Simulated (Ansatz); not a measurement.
# Transmission past a defect: Ta wire along [100], 4 atoms a period, S in place of one Ta, part 2 of 3

Aim: how much does this defect scatter, and at which energies?

Ansatz 0.2.0; DFT PBE, plane waves, PAW; relaxation of a wire's period (the session's first sound run).

So far. Step 2 (Relaxing the period): The cell's length comes to 3.159 Å with spin left out.

**3. The perfect wire**

This step: DFT PBE, plane waves, PAW; channels and complex bands of a perfect wire (Ansatz 0.2.0).

At the relaxed period the Bloch states of the perfect wire are found at each energy: those that move forward count the open channels, and those that decay describe how a disturbance dies away inside the wire itself. An energy step of 0.035 eV is under the 0.039 eV that the program asks for its thermal average at 300 K.

Input file input.yaml:

```yaml
crystal:
  lattice:
    - [10.12, 0.0, 0.0]
    - [0.0, 10.12, 0.0]
    - [0.0, 0.0, 3.1589605743]
  atoms:
    - { symbol: Ta, position: [0.351691604, 0.5, 0.0] }
    - { symbol: Ta, position: [0.648308396, 0.5, 0.0] }
    - { symbol: Ta, position: [0.5, 0.351691604, 0.5] }
    - { symbol: Ta, position: [0.5, 0.648308396, 0.5] }
kpoints:
  mp_grid: { grid: [1, 1, 26] }
scf:
  occupations: { method: fermi_dirac, width: 0.05 }
hamiltonian:
  xc: pbe
output:
  transmission:
    e_range: [-1.26, 1.26]
    de: 0.035
    kmesh: [1, 1]
    reduced_basis: true
    leads: [[0, 0]]
basis:
  ecutwfc: "350 eV"
```

On the command line:

```bash
$ ansatz run input.yaml --threads 4 --pin off --max-ram 16384MiB --backend cpu --events-out ev --progress --plain --runs-dir out
```

Numbers of over 12 decimals in the logs are rounded to 6 here.

The log of the run:

```text
Warning: basis.ecutwfc = 350 eV is below the records' recommended 420 eV, and the density's cutoff is lower with it unless basis.ecutrho_ratio is high enough to keep the records' density cutoff: compare with a run at a higher cutoff
[...]
Crystal: 4 atoms, lattice volume = 323.523 Å³
Basis set: ecut = 350 eV, 4821 PW (Γ)
Bands: 32, of which v1, the nominal top of the filled ones, is band 26 counted from 1 (25 counted from 0)
Symmetry: 16 space group operations
[...]
k-points: 14 of 26
[...]
SCF iter   1: F=—  HF=-39721.175972 eV  |F-HF|=—  |Δ(HF+E_count)|=         —  Δρ=4.53e-3  dr2=1.84e-1  ethr=1.77e-3  ⟨swp⟩=7.9  Hψ=2174  notcnv=0
[...]
SCF iter   8: F=-39721.176394 eV  HF=-39721.176394 eV  |F-HF|=9.90e-10  |Δ(HF+E_count)|=   1.66e-7  Δρ=1.32e-6  dr2=7.66e-9  ethr=1.92e-10  ⟨swp⟩=5.9  Hψ=1391  notcnv=0
SCF 1 converged in 8 iterations: F = -39721.176394 eV  dr2 = 7.66e-9
[...]
transmission: 4 of 24 steps passed
transmission: 8 of 24 steps passed
[...]
transmission: 24 of 24 steps passed
SCF converged after 8 iterations
Free energy (F): -39721.176394 eV
[...]
Internal energy: -39721.135145 eV  (E = F + TS)
E sigma→0 (E₀):  -39721.155770 eV
Entropy (-TS):   -0.041249 eV (-10.312 meV/atom)
Fermi energy:    1.738124 eV
[...]
--- Band table (eV; the first three rows and the last of 14) ---
  k-point 0: bands = [... 22 lower, 0.6944, 0.6944, 1.3691, 1.4742, 1.5171, 2.3842, 2.5865, 2.5865, ... 2 higher]
  k-point 1: bands = [... 22 lower, 0.6564, 0.6564, 1.4281, 1.4967, 1.5323, 2.4042, 2.6087, 2.6087, ... 2 higher]
  k-point 2: bands = [... 22 lower, 0.5535, 0.5535, 1.3038, 1.5771, 1.7645, 2.4623, 2.6261, 2.6261, ... 2 higher]
  k-point 13: bands = [... 22 lower, 0.3548, 0.3548, 1.1624, 1.1624, 2.4811, 2.4811, 3.4074, 3.4074, ... 2 higher]
--- Transmission ---
  basis      : 749 plane waves across, 4 finite elements along
  points     : 1, standing for a mesh of 1 x 1
  filling    : by the input's occupations and mesh, since the crystals that have channels conduct as metals do. If one of these is a semiconductor, that mesh has misplaced its level
  energies   : 73 from -1.260000 to 1.260000 eV about the Fermi level, 0.035000 eV apart; the leads are filled to 0.000000 eV, and channels, transmission and decay are at 0.000000 eV
  crystal 0  : Ta4, at the sites [0, 0], period 3.1590 Å: whole cells are its period
    offset         : up to 0.0000 Å between an atom of the period and one for which it stands
    filled         : 15.1 meV under the level at which it is neutral
    channels       : 3.000000e0 a spin
    conductance    : 2.3943e14 S/m² at 300 K; may be off by some 0.0 % by where its bands' edges are placed, 3.7 % from the distance to neutral
```

Wall time 67 s (4 threads of Arm Neoverse V1, shared host); peak memory 1.2 GiB.

Reading the cycles: dr2 is the Hartree energy of the density residual (eV), the measure of convergence; HF is the Harris–Foulkes estimate of the energy, which meets the free energy F at convergence.

This step gave:

- energy at zero smearing: -39721.1558 eV
- channels at the energy nearest the Fermi level, one spin: 3
- conductance of the lead as this run defines it: 3.165 G₀
- band gap: 0 eV

Open channels of the lead, one spin against energy, zero at the Fermi level:

```csv
energy (eV),"open channels of the lead, one spin"
-1.190,7
-1.015,4
-0.805,4
-0.595,4
-0.385,4
-0.210,3
0.000,3
0.210,5
0.385,5
0.595,5
0.805,4
1.015,6
1.190,6
```

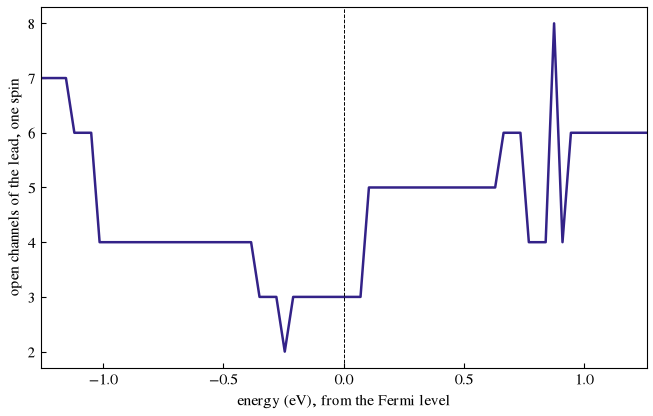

Open channels of the lead, one spin against energy.

The slowest values at each energy, most degenerate partners merged, listed up to 1.5 1/Å. Table of Im kz of the slowest decaying states by energy, zero at the Fermi level:

```csv
energy (eV),decay 1 (Å⁻¹),decay 2 (Å⁻¹),decay 3 (Å⁻¹),decay 4 (Å⁻¹)
-1.015,0.0639,0.0651,0.188,0.516
-0.490,0.0636,0.173,0.234,0.312
0.000,0.0731,0.143,0.167,0.254
0.490,0.110,0.201,0.203,0.207
1.015,0.128,0.171,0.199,0.233
```

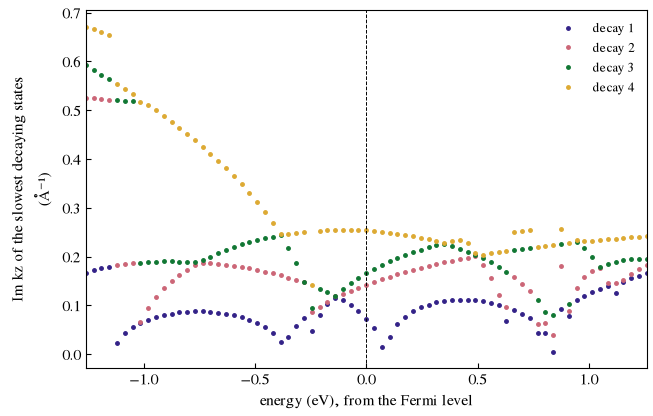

Im kz of the slowest decaying states, plotted against energy.

By hand: the program gives 2.3943 × 10^14 S/m² over the cell's cross-section of 102.41 Å² = 1.024 × 10^-18 m², so one cell conducts 2.452 × 10^-4 S. Divided by G0 = 2e²/h = 7.748 × 10^-5 S this is 3.16 G0, a resistance of 4.08 kΩ.

At the computed energy nearest the Fermi level there are 3 channels a spin, and the thermal average gives 3.16 G₀.

**4. Relaxing the junction**

This step: DFT PBE, plane waves, PAW; relaxation of a junction in a wire, ends held (Ansatz 0.2.0).

System of this step: Ta wire along [100], 4 atoms a period, S in place of one Ta. The cell holds 36 atoms: 35 Ta and 1 S. Cell: a = 10.120 Å, b = 10.120 Å, c = 28.431 Å, α = 90.0°, β = 90.0°, γ = 90.0°. Regions: held atoms, 24 atoms (24 Ta); free atoms, 12 atoms (11 Ta and 1 S). Vacuum lies along a and b. The structure's axis is c.

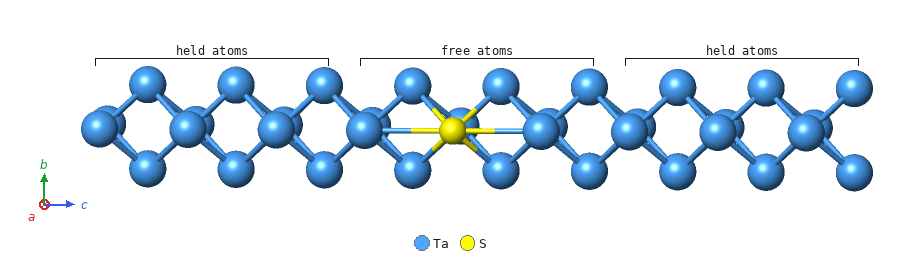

The cell of this step (tantalum blue, sulfur yellow).

12 atoms at the defect are free to relax, while 24 stay where the perfect wire has them, so that the ends still repeat as a lead. The cutoff is set under the files' recommended one to save time.

Input file input.yaml:

```yaml
crystal:
  lattice:
    - [10.12, 0.0, 0.0]
    - [0.0, 10.12, 0.0]
    - [0.0, 0.0, 28.4306451688]
  atoms:
    - { symbol: Ta, position: [0.351691604, 0.5, 0.0] }
    - { symbol: Ta, position: [0.648308396, 0.5, 0.0] }
    - { symbol: Ta, position: [0.5, 0.351691604, 0.055555556] }
    - { symbol: Ta, position: [0.5, 0.648308396, 0.055555556] }
    - { symbol: Ta, position: [0.351691604, 0.5, 0.111111111] }
    - { symbol: Ta, position: [0.648308396, 0.5, 0.111111111] }
    - { symbol: Ta, position: [0.5, 0.351691604, 0.166666667] }
    - { symbol: Ta, position: [0.5, 0.648308396, 0.166666667] }
    - { symbol: Ta, position: [0.351691604, 0.5, 0.222222222] }
    - { symbol: Ta, position: [0.648308396, 0.5, 0.222222222] }
    - { symbol: Ta, position: [0.5, 0.351691604, 0.277777778] }
    - { symbol: Ta, position: [0.5, 0.648308396, 0.277777778] }
    - { symbol: Ta, position: [0.351691604, 0.5, 0.333333333] }
    - { symbol: Ta, position: [0.648308396, 0.5, 0.333333333] }
    - { symbol: Ta, position: [0.5, 0.351691604, 0.388888889] }
    - { symbol: Ta, position: [0.5, 0.648308396, 0.388888889] }
    - { symbol: S, position: [0.351691604, 0.5, 0.444444444], spin: 0.3 }
    - { symbol: Ta, position: [0.648308396, 0.5, 0.444444444] }
    - { symbol: Ta, position: [0.5, 0.351691604, 0.5] }
    - { symbol: Ta, position: [0.5, 0.648308396, 0.5] }
    - { symbol: Ta, position: [0.351691604, 0.5, 0.555555556] }
    - { symbol: Ta, position: [0.648308396, 0.5, 0.555555556] }
    - { symbol: Ta, position: [0.5, 0.351691604, 0.611111111] }
    - { symbol: Ta, position: [0.5, 0.648308396, 0.611111111] }
    - { symbol: Ta, position: [0.351691604, 0.5, 0.666666667] }
    - { symbol: Ta, position: [0.648308396, 0.5, 0.666666667] }
    - { symbol: Ta, position: [0.5, 0.351691604, 0.722222222] }
    - { symbol: Ta, position: [0.5, 0.648308396, 0.722222222] }
    - { symbol: Ta, position: [0.351691604, 0.5, 0.777777778] }
    - { symbol: Ta, position: [0.648308396, 0.5, 0.777777778] }
    - { symbol: Ta, position: [0.5, 0.351691604, 0.833333333] }
    - { symbol: Ta, position: [0.5, 0.648308396, 0.833333333] }
    - { symbol: Ta, position: [0.351691604, 0.5, 0.888888889] }
    - { symbol: Ta, position: [0.648308396, 0.5, 0.888888889] }
    - { symbol: Ta, position: [0.5, 0.351691604, 0.944444444] }
    - { symbol: Ta, position: [0.5, 0.648308396, 0.944444444] }
magnetization:
  spin_polarized: true
kpoints:
  mp_grid: { grid: [1, 1, 1] }
scf:
  occupations: { method: fermi_dirac, width: 0.1 }
hamiltonian:
  xc: pbe
relax:
  constraints:
    - { sites: [0, 1, 2, 3, 4, 5, 6, 7, 8, 9, 10, 11, 24, 25, 26, 27, 28, 29, 30, 31, 32, 33, 34, 35] }
  f_tol: 0.06
  max_steps: 35
basis:
  ecutwfc: "350 eV"
```

The log of the run:

```text
[...]
Warning: crystal.symmetry: narrowed to the stabiliser of the relax constraints — unitary ops 4 → 2; lowered at sites 10, 11, 22, 23 (the operations that carried what is held of a site onto what its image site leaves free; the constrained walk keeps no symmetry that its constraints do not admit)
[...]
Crystal: 36 atoms, lattice volume = 2911.707 Å³
Basis set: ecut = 350 eV, 43371 PW (Γ), exchange–correlation on 128×128×360 points (8 copies of the dense FFT grid, shifted against one another)
Bands: 277, of which v1, the nominal top of the filled ones, is band 231 counted from 1 (230 counted from 0)
Symmetry: 2 space group operations
k-points: 1
[...]
Starting moments: Σ|m| = 0.3 μB on 1 of 36 sites
[...]
SCF iter   1: F=—  HF=-348522.117941 eV  |F-HF|=—  |Δ(HF+E_count)|=         —  Δρ=2.16e-2 (↑2.16e-2 ↓2.15e-2)  dr2=2.63e2  dr2_m=6.60e-3  M=0.203 μB ∫|m|=0.225 μB  β_m=0.30  ethr=3.10e-3  ⟨swp⟩=12.0  Hψ=2848  notcnv=0
[...]
spin=Collinear: LDOS preconditioning applied to the charge; magnetization (m = ρ↑ − ρ↓) channel mixes plain (no charge-response kernel on spin).
SCF iter   2: F=—  HF=-348468.171672 eV  |F-HF|=—  |Δ(HF+E_count)|=    5.39e1  Δρ=1.05e-2 (↑1.05e-2 ↓1.05e-2)  dr2=4.09e1  dr2_m=4.34e-3  M=0.207 μB ∫|m|=0.218 μB  β_m=0.37  ethr=3.10e-3  ⟨swp⟩=8.0  Hψ=1728  notcnv=0  defer=2
[...]
SCF iter  10: F=-348462.018145 eV  HF=-348462.018147 eV  |F-HF|=1.80e-6  |Δ(HF+E_count)|=   5.09e-6  Δρ=5.29e-6 (↑4.39e-6 ↓5.29e-6)  dr2=4.99e-6  dr2_m=3.08e-7  M=0.012 μB ∫|m|=0.016 μB  ethr=1.07e-8  ⟨swp⟩=2.0  Hψ=1555  notcnv=0
WARN: the starting moments were not kept: the SCF closed with an absolute magnetisation of 1.6e-2 μB, where they sum to 0.3 μB in size (1 site). That is at most 0.1 of that sum. Measured as dr2_m measures the in/out step, that magnetisation stands 2.1e-6 eV from none, at or under the dr2_threshold of 9.0e-5 eV: it is no larger than a step whose dr2_m would equal this threshold. The system may hold no moment; this SCF [...]
SCF 1 converged in 10 iterations: F = -348462.018145 eV  dr2 = 4.99e-6
[...]
relax step   1: F+E_penalty+E_count = -348462.01814506 eV  Δ(F+E_penalty+E_count) = +0.000e0 eV  max|allowed force component| = 5.720e-1 eV/Å  Δτ_max = 0.0000 Å  (10 SCF iters, dr2 threshold 9.00e-5 eV, accepted)
[...]
Starting moments: Σ|m| = 0.3 μB on 1 of 36 sites; this step starts from the density that it was given
[...]
SCF iter   1: F=—  HF=-348462.505086 eV  |F-HF|=—  |Δ(HF+E_count)|=         —  Δρ=3.45e-3 (↑3.45e-3 ↓3.44e-3)  dr2=4.10e0  dr2_m=4.03e-4  M=0.010 μB ∫|m|=0.025 μB  β_m=0.30  ethr=8.12e-4  ⟨swp⟩=2.0  Hψ=1950  notcnv=0
eigensolver tolerance schedule calibrated: the retry pair's looser diagonalisation under-reported the residual by θ = 0.09 (0.15/decade); ethr = c·dr2/N_el runs at the constant in force after the calibration composes with the one it found (an armed cap, an earlier calibration), c = 4.3e-2
[...]
SCF iter   2: F=—  HF=-348462.275765 eV  |F-HF|=—  |Δ(HF+E_count)|=   2.29e-1  Δρ=2.07e-3 (↑2.07e-3 ↓2.07e-3)  dr2=1.20e0  dr2_m=2.30e-4  M=0.009 μB ∫|m|=0.022 μB  β_m=0.44  ethr=3.87e-4  ⟨swp⟩=3.0  Hψ=810  notcnv=0
[...]
SCF iter   8: F=-348462.216585 eV  HF=-348462.216585 eV  |F-HF|=1.74e-8  |Δ(HF+E_count)|=   6.63e-6  Δρ=3.17e-6 (↑3.14e-6 ↓3.17e-6)  dr2=2.08e-6  dr2_m=6.15e-9  M=0.001 μB ∫|m|=0.003 μB  ethr=1.93e-9  ⟨swp⟩=3.0  Hψ=1976  notcnv=0
the starting moments were not kept: the SCF closed with an absolute magnetisation of 2.8e-3 μB, where they sum to 0.3 μB in size (1 site). That is at most 0.1 of that sum. Measured as dr2_m measures the in/out step, that magnetisation stands 4.9e-8 eV from none, at or under the dr2_threshold of 2.0e-5 eV: it is no larger than a step whose dr2_m would equal this threshold.
SCF 2 converged in 8 iterations: F = -348462.216585 eV  dr2 = 2.08e-6
[...]
relax step   2: F+E_penalty+E_count = -348462.21658477 eV  Δ(F+E_penalty+E_count) = -1.984e-1 eV  max|allowed force component| = 9.390e-1 eV/Å  Δτ_max = 0.1949 Å  (8 SCF iters, dr2 threshold 2.04e-5 eV, accepted)
SCF iter   1: F=—  HF=-348462.488429 eV  |F-HF|=—  |Δ(HF+E_count)|=         —  Δρ=1.62e-3 (↑1.61e-3 ↓1.62e-3)  dr2=7.81e-1  dr2_m=4.55e-5  M=0.002 μB ∫|m|=0.007 μB  β_m=0.30  ethr=1.82e-3  ⟨swp⟩=6.0  Hψ=1006  notcnv=0
[...]
SCF iter   6: F=-348462.417894 eV  HF=-348462.417917 eV  |F-HF|=2.30e-5  |Δ(HF+E_count)|=   8.59e-5  Δρ=1.34e-5 (↑1.34e-5 ↓1.33e-5)  dr2=4.53e-5  dr2_m=4.45e-9  M=0.001 μB ∫|m|=0.001 μB  ethr=1.20e-8  ⟨swp⟩=3.0  Hψ=2050  notcnv=0
[...]
SCF 3 converged in 6 iterations: F = -348462.417894 eV  dr2 = 4.53e-5
relax step   3: F+E_penalty+E_count = -348462.41789380 eV  Δ(F+E_penalty+E_count) = -2.013e-1 eV  max|allowed force component| = 2.944e-1 eV/Å  Δτ_max = 0.0947 Å  (6 SCF iters, dr2 threshold 5.51e-5 eV, accepted)
[...]
relax step   4: F+E_penalty+E_count = -348462.44970795 eV  Δ(F+E_penalty+E_count) = -3.181e-2 eV  max|allowed force component| = 2.431e-1 eV/Å  Δτ_max = 0.0488 Å  (7 SCF iters, dr2 threshold 8.52e-6 eV, accepted)
[...]
relax step   5: F+E_penalty+E_count = -348462.46761962 eV  Δ(F+E_penalty+E_count) = -1.791e-2 eV  max|allowed force component| = 4.382e-1 eV/Å  Δτ_max = 0.1347 Å  (8 SCF iters, dr2 threshold 5.81e-6 eV, accepted)
[...]
relax step   6: F+E_penalty+E_count = -348462.48922080 eV  Δ(F+E_penalty+E_count) = -2.160e-2 eV  max|allowed force component| = 2.030e-1 eV/Å  Δτ_max = 0.0826 Å  (6 SCF iters, dr2 threshold 1.00e-4 eV, accepted)
[...]
relax step   7: F+E_penalty+E_count = -348462.49694406 eV  Δ(F+E_penalty+E_count) = -7.723e-3 eV  max|allowed force component| = 8.000e-2 eV/Å  Δτ_max = 0.0634 Å  (7 SCF iters, dr2 threshold 8.85e-6 eV, accepted)
SCF iter   1: F=—  HF=-348462.504244 eV  |F-HF|=—  |Δ(HF+E_count)|=         —  Δρ=5.02e-4 (↑5.02e-4 ↓5.02e-4)  dr2=1.08e-1  dr2_m=1.32e-5  M=-0.000 μB ∫|m|=0.003 μB  β_m=0.65  ethr=1.99e-4  ⟨swp⟩=3.0  Hψ=946  notcnv=0
[...]
SCF iter   8: F=-348462.498460 eV  HF=-348462.498460 eV  |F-HF|=1.22e-8  |Δ(HF+E_count)|=   1.37e-7  Δρ=4.69e-7 (↑4.63e-7 ↓4.69e-7)  dr2=5.10e-8  dr2_m=8.88e-11  M=-0.000 μB ∫|m|=0.000 μB  ethr=2.17e-11  ⟨swp⟩=3.0  Hψ=1973  notcnv=0
[...]
SCF 8 converged in 8 iterations: F = -348462.498460 eV  dr2 = 5.10e-8
relax step   8: F+E_penalty+E_count = -348462.49846038 eV  Δ(F+E_penalty+E_count) = -1.516e-3 eV  max|allowed force component| = 4.123e-2 eV/Å  Δτ_max = 0.0268 Å  (8 SCF iters, accepted)
SCF converged after 8 iterations
Magnetization: -0.0000 μB (230.5000 up, 230.5000 down)
Absolute magnetization: 0.0002 μB (∫|ρ↑−ρ↓|, with the PAW one-centre terms)
[...]
Per-site moments (μB) at R_I (Å): [(-1.1436459011015816e-6, 1.091376), (-1.7052024546497695e-7, 1.091376), (2.9311040843113184e-7, 1.091376), (2.931104085975441e-7, 1.091376), (-8.884323429947556e-7, 1.091376), (-2.9851442089334213e-7, 1.091376), (4.4706978391116086e-7, 1.091376), (4.4706978410683293e-7, 1.091376), (-1.1448625894395655e-8, 1.091376), (-2.896941913901515e-6, 1.091376), (2.2108164199056824e-6, 1.091376 [...]
Free energy (F): -348462.498460 eV
[...]
Internal energy: -348461.195359 eV  (E = F + TS)
E sigma→0 (E₀):  -348461.846910 eV
Entropy (-TS):   -1.303102 eV (-36.197 meV/atom)
Fermi energy:    1.643831 eV
[...]
--- Forces (eV/Å), atoms counted from 1 ---
  atom   1  Ta    -0.04375010     0.00000000    -0.01725262
  atom   2  Ta     0.04304566     0.00000000     0.00344421
  atom   3  Ta    -0.02096879    -0.02644777    -0.00357184
  atom   4  Ta    -0.02096879     0.02644777    -0.00357184
  atom   5  Ta    -0.14396297     0.00000000     0.02848184
  atom   6  Ta     0.03424315     0.00000000     0.05883980
  atom   7  Ta    -0.00844607    -0.08533411     0.02037064
  atom   8  Ta    -0.00844607     0.08533411     0.02037064
  atom   9  Ta     0.07236773     0.00000000     0.12962830
  atom  10  Ta     0.13923790     0.00000000    -0.00717774
  atom  11  Ta    -0.02795633    -0.02431357     0.50421559
  atom  12  Ta    -0.02795633     0.02431357     0.50421559
  atom  13  Ta     0.02014724     0.00000000    -0.00424494
  atom  14  Ta    -0.01666093     0.00000000     0.03336560
  atom  15  Ta    -0.00217055     0.02052282    -0.02670668
  atom  16  Ta    -0.00217055    -0.02052282    -0.02670668
  atom  17  S     -0.01856394     0.00000000     0.04123320
  atom  18  Ta     0.02589431     0.00000000     0.01450074
  atom  19  Ta     0.00429018     0.01608263    -0.00197599
  atom  20  Ta     0.00429018    -0.01608263    -0.00197599
  atom  21  Ta    -0.00621165     0.00000000    -0.01123200
  atom  22  Ta    -0.00246612     0.00000000    -0.01747468
  atom  23  Ta     0.00031473    -0.01460172     0.00403368
  atom  24  Ta     0.00031473     0.01460172     0.00403368
  atom  25  Ta     0.41661759     0.00000000    -0.41220157
  atom  26  Ta    -0.27402437     0.00000000    -0.32254088
  atom  27  Ta    -0.01490541    -0.01815627    -0.16049008
  atom  28  Ta    -0.01490541     0.01815627    -0.16049008
  atom  29  Ta    -0.16961330     0.00000000    -0.09461849
  atom  30  Ta     0.07331763     0.00000000    -0.10964095
  atom  31  Ta    -0.01657264    -0.02156077     0.01028720
  atom  32  Ta    -0.01657264     0.02156077     0.01028720
  atom  33  Ta    -0.04406345     0.00000000     0.00866012
  atom  34  Ta     0.04510473     0.00000000    -0.00827082
  atom  35  Ta     0.01100587    -0.07610098    -0.00291836
  atom  36  Ta     0.01100587     0.07610098    -0.00291836
  max |Σ_I F_I| component: 1.59e-4 eV/Å
--- Relaxed structure (8 steps of the walk, 8 accepted, 0 SCFs on fresh bases) ---
  F+E_penalty+E_count = -348462.49846038 eV   max|allowed force component| = 4.123e-2 eV/Å
  atoms:
    - { symbol: Ta, position: [0.351691604, 0.5, -5.555553914281407e-11] }
    - { symbol: Ta, position: [0.648308396, 0.5, -5.555553914281407e-11] }
    - { symbol: Ta, position: [0.5, 0.351691604, 0.055556] }
    - { symbol: Ta, position: [0.5, 0.648308396, 0.055556] }
    - { symbol: Ta, position: [0.351691604, 0.5, 0.111111] }
    - { symbol: Ta, position: [0.648308396, 0.5, 0.111111] }
    - { symbol: Ta, position: [0.5, 0.351691604, 0.166667] }
    - { symbol: Ta, position: [0.5, 0.648308396, 0.166667] }
    - { symbol: Ta, position: [0.351691604, 0.5, 0.222222] }
    - { symbol: Ta, position: [0.648308396, 0.5, 0.222222] }
    - { symbol: Ta, position: [0.5, 0.351691604, 0.277778] }
    - { symbol: Ta, position: [0.5, 0.648308396, 0.277778] }
    - { symbol: Ta, position: [0.366876, 0.5, 0.339327] }
    - { symbol: Ta, position: [0.665398, 0.5, 0.329045] }
    - { symbol: Ta, position: [0.530525, 0.358991, 0.391262] }
    - { symbol: Ta, position: [0.530525, 0.641009, 0.391262] }
    - { symbol: S, position: [0.355622, 0.5, 0.444193] }
    - { symbol: Ta, position: [0.696599, 0.5, 0.442371] }
    - { symbol: Ta, position: [0.533102, 0.359227, 0.494556] }
    - { symbol: Ta, position: [0.533102, 0.640773, 0.494556] }
    - { symbol: Ta, position: [0.367346, 0.5, 0.545799] }
    - { symbol: Ta, position: [0.664834, 0.5, 0.557846] }
    - { symbol: Ta, position: [0.499402, 0.353888, 0.607916] }
    - { symbol: Ta, position: [0.499402, 0.646112, 0.607916] }
    - { symbol: Ta, position: [0.351691604, 0.5, 0.666667] }
    - { symbol: Ta, position: [0.648308396, 0.5, 0.666667] }
    - { symbol: Ta, position: [0.5, 0.351691604, 0.722222] }
    - { symbol: Ta, position: [0.5, 0.648308396, 0.722222] }
    - { symbol: Ta, position: [0.351691604, 0.5, 0.777778] }
    - { symbol: Ta, position: [0.648308396, 0.5, 0.777778] }
    - { symbol: Ta, position: [0.5, 0.351691604, 0.833333] }
    - { symbol: Ta, position: [0.5, 0.648308396, 0.833333] }
    - { symbol: Ta, position: [0.351691604, 0.5, 0.888889] }
    - { symbol: Ta, position: [0.648308396, 0.5, 0.888889] }
    - { symbol: Ta, position: [0.5, 0.351691604, 0.944444] }
    - { symbol: Ta, position: [0.5, 0.648308396, 0.944444] }
```

Elapsed: 3.7 min, on 4 threads; peak memory 3.3 GiB.

(Part 2 of 3 ends here.)

[Logs are printed without paths, hosts, clocks, repeated set-up lines and the standing remarks that a program may print on its own settings, such as how far it seeks lower states.]

[Hosts, paths, dates, database ids (printed as entryN), source tags and the programs' standing remarks are cut or masked in the printed files.]
